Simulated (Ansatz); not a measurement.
System: Si3C.

```
Si C
1.0
     2.74595    0.00000    0.00000
     0.00000    2.74595    0.00000
     0.00000    0.00000    6.16293
Si C
3 1
Direct
  0.00000 0.00000 0.69214
  0.50000 0.50000 0.00000
  0.00000 0.00000 0.30786
  0.50000 0.50000 0.50000
```

Space group P4/mmm; a structure generated by program, which may or may not match a known phase.

Level of theory: Ansatz 0.2.0, DFT PBE, scalar-relativistic, plane waves, PAW.

### What will maps of the valence pseudo-density and electron localisation function show?

Si–C (2.27 Å): ρ is about 0.44 e/Å³ halfway; the ELF peaks at about 0.80 between the atoms.
Si–Si (2.37 Å): ρ at the midpoint is about 0.42 e/Å³; the ELF peaks at about 0.65 between the atoms.

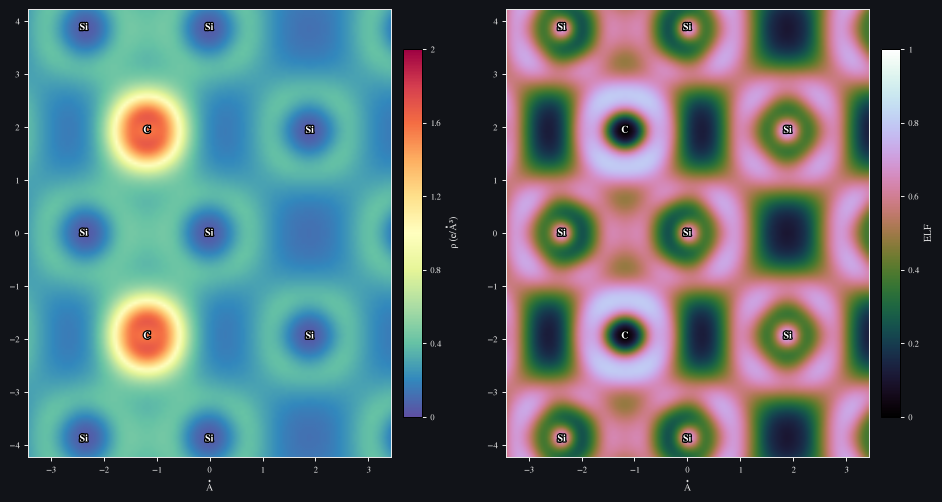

Computed valence pseudo-density and electron localisation function on the (11̄0) plane of the conventional cell, in this order. 

In a PAW calculation such maps are meaningful between the atoms, not at the nuclei.
